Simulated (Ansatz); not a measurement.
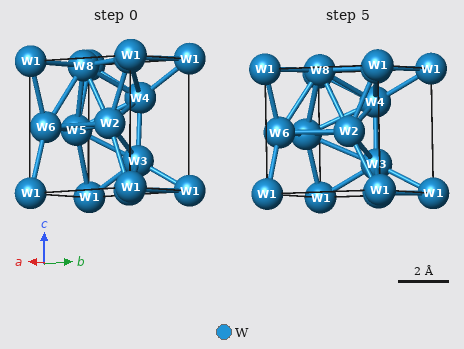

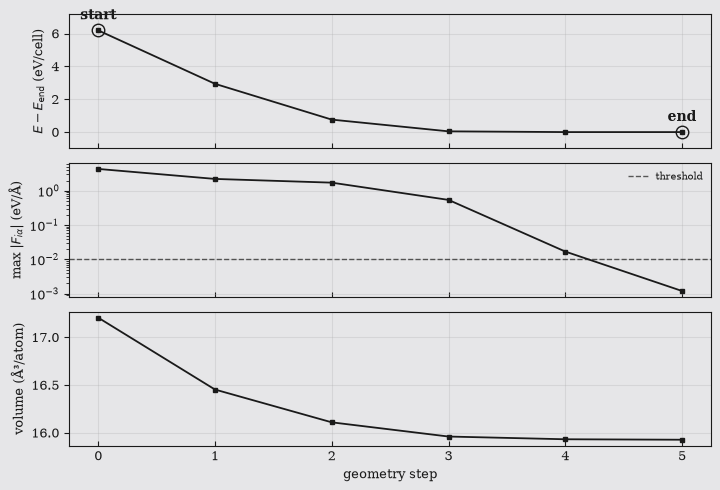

First and last geometry of a relaxation of crystalline W (set up in P1), with the history of the run. A ball-and-stick model of the cell of the calculation, seen from a free direction.

Case: all atoms moved at random, sigma 0.15 Å for each component, cell strained at random, sigma 0.1; relaxed back.

Method: Ansatz 0.2.0, DFT PBEsol, scalar-relativistic, plane waves, PAW.

The input:
```yaml
crystal:
  lattice:
    - [5.73398841, 0.0835637944, -0.003766273]
    - [0.0835637944, 4.5111189464, 0.1095315005]
    - [-0.003766273, 0.1095315005, 5.3252501402]
  atoms:
    - { symbol: W, position: [-0.0021554392, 0.0073973518, 0.0020281196] }
    - { symbol: W, position: [0.4505148667, 0.4732887377, 0.524774921] }
    - { symbol: W, position: [0.0268120336, 0.5084284354, 0.2509097394] }
    - { symbol: W, position: [0.0091394793, 0.5216270721, 0.7297029364] }
    - { symbol: W, position: [0.2600676468, 0.0319726543, 0.5019246251] }
    - { symbol: W, position: [0.7703765674, 0.0242254511, 0.5086594072] }
    - { symbol: W, position: [0.532447874, 0.7189070968, 0.0069362794] }
    - { symbol: W, position: [0.4527969714, 0.2141532008, -0.0249360281] }
basis:
  ecutwfc: 420
kpoints:
  mp_grid: { grid: [8, 8, 8] }
hamiltonian:
  xc: pbesol
scf:
  occupations: { method: gaussian, width: 0.15 }
output:
  forces: true
  stress: true
  eigenvalues: true
relax:
  adjacent_minimum: "off"
  f_tol: 0.01
  max_steps: 80
  cell: { stress_tol: 0.1 }
```

Command:
```bash
ansatz run input.yaml --threads 2 --pin off --max-ram 5120MiB --backend cpu --events-out ev --progress --plain --runs-dir out
```

Question: Read the history and describe the run.

Answer: The run was cut off at its time limit before the program reported convergence, but its last step already meets the force threshold: the largest component is 0.0012 eV/Å against 0.01 eV/Å. The pressure is within 0.02 GPa of its target. The largest move relative to the cell is that of W8, 0.32 Å roughly along [2 2 1]. Cell: a 5.735 → 5.033 Å (−12.2 %), b 4.513 → 5.031 Å (+11.5 %), c 5.326 → 5.032 Å (−5.5 %), α 87.4° → 90.0°, γ 88.1° → 90.0°. Volume −7.4 %. Near-neighbour distances that change, for instance: W3–W8 3.900 → 3.082 Å, W2–W3 3.619 → 2.813 Å, W4–W8 3.735 → 3.082 Å, W2–W4 3.400 → 2.813 Å. New bonds form: W3–W8 (3.90 → 3.08 Å). The space group (tolerance 0.01 Å) goes from P1 (No. 1) to Pm-3n (No. 223). After 5 geometry steps the energy has fallen by 6.191 eV per cell of the calculation. The largest force component goes from 4.3 to 0.0012 eV/Å. The pressure goes from −2.79 to −0.02 GPa. The run took 12 min on 2 threads of Arm Neoverse V2, on a shared host, peak memory 1.7 GiB.

```csv
step,"E − E(0), meV/atom","largest force component, eV/Å","pressure, GPa","volume, Å³/atom"
0,0.00,4.3471,-2.79,17.205
1,-406.60,2.2252,-1.57,16.452
2,-679.02,1.7325,-1.24,16.109
3,-768.23,0.5449,-0.57,15.960
4,-773.91,0.0170,-0.11,15.932
5,-773.93,0.0012,-0.02,15.927
```
